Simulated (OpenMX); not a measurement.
# A series of single points on ZrSe₂

System: ZrSe₂ (P-3m1, 3 atoms in the cell).
Method: Kohn-Sham DFT of a periodic cell, PBE, OpenMX 2013 PBE set, no spin polarisation (OpenMX 3.8.5).

The 7 runs differ only in the geometry, by an even scaling of the cell at fixed fractional positions. The structure derives from an entry of the Crystallography Open Database.

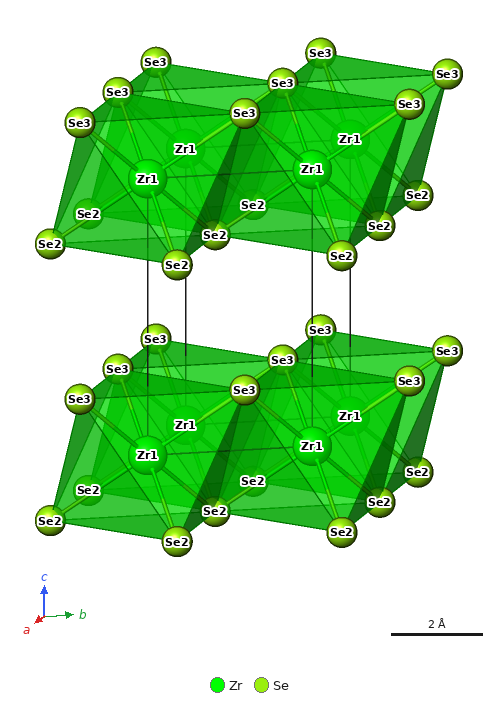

Figure 1. The structure of run 4 (polyhedral view of the cell of the calculation, seen slightly off an axis; polyhedra are completed across the faces of the cell; atoms are numbered from 1 in the order of the input). An atom can appear more than once, as a periodic image.

## Input of run 4
```
System.CurrrentDirectory             ./
System.Name                          ZrSe2
DATA.PATH                            ./DFT_DATA13
level.of.stdout                      1
level.of.fileout                     1
Species.Number                       2
<Definition.of.Atomic.Species
  Zr  Zr7.0-s3p2d2           Zr_PBE13
  Se  Se7.0-s3p2d2           Se_PBE13
Definition.of.Atomic.Species>

Atoms.Number                         3
Atoms.SpeciesAndCoordinates.Unit     FRAC
<Atoms.SpeciesAndCoordinates
    1  Zr    0.0000000000    0.0000000000    0.0000000000   6.000  6.000
    2  Se    0.6666666667    0.3333333333    0.7500000000   3.000  3.000
    3  Se    0.3333333333    0.6666666667    0.2500000000   3.000  3.000
Atoms.SpeciesAndCoordinates>

Atoms.UnitVectors.Unit               Ang
<Atoms.UnitVectors
     3.7980000000    0.0000000000    0.0000000000
    -1.8990000000    3.2891644836    0.0000000000
     0.0000000000    0.0000000000    6.1920000000
Atoms.UnitVectors>

scf.XcType                           GGA-PBE
scf.SpinPolarization                 off
scf.ElectronicTemperature            580.226
scf.energycutoff                     400.0
scf.maxIter                          100
scf.EigenvalueSolver                 band
scf.Kgrid                            9 9 5
scf.Mixing.Type                      rmm-diisk
scf.Init.Mixing.Weight               0.05
scf.Min.Mixing.Weight                0.001
scf.Max.Mixing.Weight                0.3
scf.Mixing.History                   25
scf.Mixing.StartPulay                8
scf.criterion                        1.0e-8
scf.stress.tensor                    on
MD.Type                              nomd
Band.dispersion                      on
Band.Nkpath                          9
<Band.kpath
    9   0.000000  0.000000  0.000000    0.500000  0.000000  0.000000  G M
    5   0.500000  0.000000  0.000000    0.333333  0.333333  0.000000  M K
   10   0.333333  0.333333  0.000000    0.000000  0.000000  0.000000  K G
    5   0.000000  0.000000  0.000000    0.000000  0.000000  0.500000  G A
    9   0.000000  0.000000  0.500000    0.500000  0.000000  0.500000  A L
    5   0.500000  0.000000  0.500000    0.333333  0.333333  0.500000  L H
   10   0.333333  0.333333  0.500000    0.000000  0.000000  0.500000  H A
    5   0.500000  0.000000  0.500000    0.500000  0.000000  0.000000  L M
    5   0.333333  0.333333  0.000000    0.333333  0.333333  0.500000  K H
Band.kpath>
```

Command:
```bash
openmx ZrSe2.dat -nt 1 > ZrSe2.std
```

Run 6 has the same physical settings and fractional positions; its lattice vectors (Å) are:
```
   3.847979    0.000000    0.000000
  -1.923990    3.332448    0.000000
   0.000000    0.000000    6.273483
```

## Results, with one run withheld

```csv
run,volume per atom (Å³),"free energy per atom, from the lowest run given (meV)",gap on the mesh (eV)
1,24.237,65.33,0.17
2,24.753,39.87,0.20
3,25.268,20.95,0.24
4,25.784,8.05,0.27
5,26.300,0.56,0.30
6,26.815,?,?
7,27.331,0.00,0.35
```

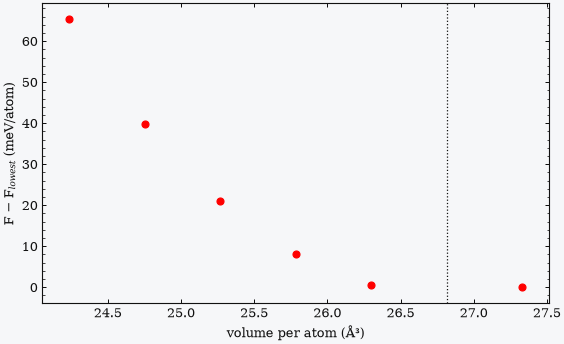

Figure 2. Free energy per atom of the runs given; the dotted line marks run 6.

Fit the runs given and predict run 6.

A cubic polynomial in V^(−2/3) (the Birch–Murnaghan form), fitted to the 6 runs given, misses them by at most 0.02 meV per atom. With x = V^(−2/3) − 0.11519 Å⁻², it reads F = 12.508 + 7959 x + 1.0905e+06 x² − 7.2849e+05 x³ (meV per atom). At run 6 it gives −1.97 meV per atom, and the run itself gives −1.97. The fit has its minimum at 26.839 Å³ per atom, where V d²F/dV² gives 72.5 GPa. Cell shape and fractional positions are held, so this is the stiffness under even scaling; the relaxed bulk modulus wasn't computed and can be far lower in a crystal of layers, chains or molecules like this one. The gap on the mesh goes, without turning, from 0.17 eV in run 1 to 0.35 eV in run 7; run 6 has 0.33 eV. These are gaps of this functional on this mesh, which can miss the band edges; they aren't the measured gap.

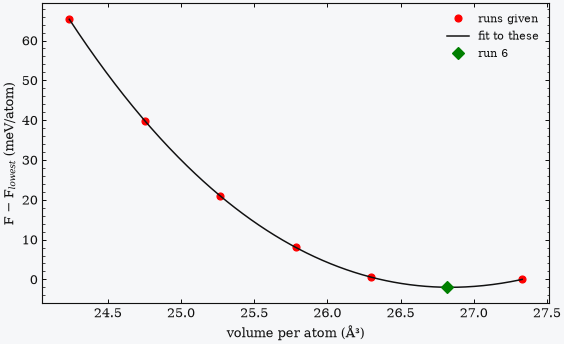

Figure 3. The fit and the withheld run.

## Some lines of the output (run 6)
```
[...]
  Cell_Volume =    542.876880566342 (Bohr^3)
        Total energy (Hartree) at MD = 1
   kloop=0
   kloop=1
   kloop=202
```

Notes: With a small basis of atomic orbitals these values can differ much from converged plane-wave results.
